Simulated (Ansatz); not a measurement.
**NaI (Fm-3m): a many-body input that goes wrong, and its mend**

A first try at the G0W0 gap of NaI (Fm-3m), what the program said, and an input that works.

Program: Ansatz 0.2.0. Level of theory: G0W0 on PBE, plane waves, PAW. Results are calculated unless marked as measured.

## 1. The structure

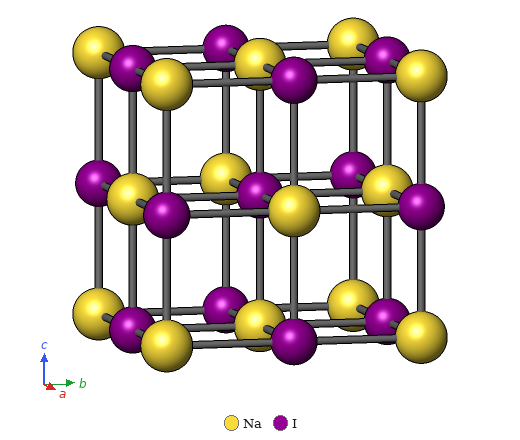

The cell as given, slightly off an axis (sodium yellow, iodine purple). This picture shows the conventional cell, with its axes. Some periodic images of atoms are drawn too.

The cell and positions come from the Crystallography Open Database and are kept as given unless a step says otherwise. Spin-orbit coupling is left out unless a step names it. The default PAW set here is soft_2. Its files were made with PBE.

## 2. First try

File input.yaml:

```yaml
crystal:
  lattice:
    - [0.0, 3.2364, 3.2364]
    - [3.2364, 0.0, 3.2364]
    - [3.2364, 3.2364, 0.0]
  atoms:
    - { symbol: Na, position: [0.0, 0.0, 0.0] }
    - { symbol: I, position: [0.5, 0.5, 0.5] }
kpoints:
  mp_grid: { grid: [4, 4, 4] }
hamiltonian:
  xc: pbe
scf:
  occupations: { method: fixed }
gw:
  n_empty_bands: 71
  ecut_chi: 60
  qp_bands: [v2, c2]
  qp_kpoints: band_edges
  screening: { model: contour_deformation }
  q_mesh: [5, 5, 5]
```

Started as:

```console
$ ansatz run input.yaml --threads 3 --pin off --max-ram 92160MiB --backend cpu --events-out ev --progress --plain --runs-dir out
```

Numbers of over 12 decimals in the logs are rounded to 6 here.

Output:

```text
Error: 3 input errors — fix all and re-run
  1. invalid value for `gw.q_mesh`: axis 0: q-mesh dimension 5 must divide 4, the k-mesh dimension that kpoints.mp_grid.grid gives — every k−q must land on a point of the k-mesh
  2. invalid value for `gw.q_mesh`: axis 1: q-mesh dimension 5 must divide 4, the k-mesh dimension that kpoints.mp_grid.grid gives — every k−q must land on a point of the k-mesh
  3. invalid value for `gw.q_mesh`: axis 2: q-mesh dimension 5 must divide 4, the k-mesh dimension that kpoints.mp_grid.grid gives — every k−q must land on a point of the k-mesh
```

It took 0.04 s on 3 threads of AMD EPYC 7R13 (Zen 3), shared host; peak memory 0.037 GiB.

Q: What is the fault?

The input was rejected at the start.

The program's message: “Error: 3 input errors — fix all and re-run”

The fault: q mesh that doesn't divide the k mesh. Each q must join two points of the k mesh.

## 3. A better input

Now the one-shot GW correction: screening in the RPA, then the self-energy of the levels asked for.

input.yaml, as its differences from that of step 2:

```diff
@@ -20,2 +20 @@
   screening: { model: contour_deformation }
-  q_mesh: [5, 5, 5]
```

Started as:

```console
$ ansatz run input.yaml --threads 3 --pin off --max-ram 92160MiB --backend cuda --events-out ev --progress --plain --runs-dir out --devices 1 --max-vram 13GiB
```

Output:

```text
GPUs: using 1 of 1 available (devices: 1).
[...]
device memory: the entry about to start is reckoned to put 1.0 GiB on a device that reports 33.4 GiB free (of which the cap on the GPU budget leaves the run 13.0 GiB)
GPU FFT provider: cuFFT
GPU libraries: cuBLAS 13.8.2, cuFFT 12.4.0, cuSOLVER 12.3.4
Crystal: 2 atoms, lattice volume = 67.798 Å³
Basis set: ecut = 420 eV, 1363 PW (Γ)
Bands: 17, of which v1, the nominal top of the filled ones, is band 13 counted from 1 (12 counted from 0)
Symmetry: 48 space group operations
[...]
k-points: 8 of 64
[...]
GPU buffer pool allocated for 32768 grid points (all kernels)
GPU transforms: local potential and band sums: pruned to the plane-wave sphere, on 30×32×32
[...]
SCF iter   1: F=—  HF=-9001.877174 eV  |F-HF|=—  |Δ(HF+E_count)|=         —  Δρ=6.27e-4  dr2=6.17e-4  ethr=1.77e-3  ⟨swp⟩=5.1  Hψ=604  notcnv=0  defer=12
[...]
0    12      3.0384   -17.5614     1.9457   -14.5415  0.7955     1.9476     1.9641  root
     0    13      3.0384   -17.5614     1.9457   -14.5415  0.7955     1.9476     1.9641  root
     0    14      6.6804    -5.2755    -3.1097    -9.0709  0.8337     7.3711     7.3661  root
     0    15     10.9971    -3.7357    -3.4018    -7.8644  0.8161    11.7319    11.7240  root
     1    12      2.8918   -17.3718     1.9757   -14.2929  0.7941     1.7708     1.7886  root
     1    13      2.8918   -17.3718     1.9757   -14.2929  0.7941     1.7708     1.7886  root
     1    14      7.9672    -5.3843    -3.1751    -9.2668  0.8275     8.6805     8.6746  root
     1    15     10.5540    -4.8221    -3.4580    -9.0453  0.8105    11.3287    11.3192  root
[...]
6    12      2.2948   -16.8329     2.1181   -13.4981  0.7884     1.0540     1.0781  root
     6    13      2.2948   -16.8329     2.1181   -13.4981  0.7884     1.0540     1.0781  root
     6    14      7.5352    -4.5127    -3.1155    -8.3657  0.8301     8.2789     8.2727  root
     6    15      8.6040    -3.3381    -3.0639    -6.9037  0.8290     9.1086     9.1057  root
[key lines of the parts left out:]
SCF converged after 8 iterations
Free energy (F): -9001.877046 eV
Fermi energy:    3.038382 eV
```

It took 5.3 s on 1 × NVIDIA H100 80GB HBM3 (shared by 6 runs) with 3 threads; peak memory 1.1 GiB.

The column dr2 measures how far the density is from self-consistency, as an energy; F and HF (Harris–Foulkes) agree once it is small.

Numbers from this step:

```yaml
bands_summed: 84
rpa_eps_infinity_on_this_mesh_eigenvalues: 3.207, 3.207, 3.207
plane_waves_in_the_screening_matrix: 65
q_points_in_the_mesh: 64
g0w0_gap_on_the_mesh: 5.402 eV
k_of_the_valence_top: 0, 0, 0
k_of_the_conduction_bottom: 0, 0, 0
starting_gap_on_the_mesh: 3.642 eV
z_at_the_valence_top: 0.7955
z_at_the_conduction_bottom: 0.8337
least_direct_g0w0_gap_on_the_computed_points: 5.402 eV
```

The gap on the mesh goes from 3.64 eV to 5.40 eV, a correction of +1.76 eV. Between the two edge states, bare exchange in place of the xc potential would open the gap by 6.82 eV, and correlation takes back 5.06 eV.

## 4. Outcome

```yaml
first_try: refused after 0.04 s
better_run: G0W0 gap on the mesh 5.40 eV (4×4×4 mesh, 71 empty bands, screening to 60 eV)
```

**Reading.** The second run differs in: q mesh. Bands and cutoff are finite, so the gap is not at the basis limit. The miss can reach some tenths of an eV and take either sign; the mesh is an error of its own. The many-body steps are scalar-relativistic: spin-orbit coupling is not in them.

[Paths, hosts, dates, memory and timing lines, banners, echoed tables and standing remarks are left out of the program output.]

[Logs are printed without paths, hosts, clocks, repeated set-up lines and the standing remarks that a program may print on its own settings, such as how far it seeks lower states.]

[Runs of the session that timed out or met a known fault of the program may be left out.]

[Cells called generated may have been cut or substituted from an entry of the Crystallography Open Database or the Materials Project.]

[Hosts, paths, dates, database ids (printed as entryN), source tags and the programs' standing remarks are cut or masked in the printed files.]
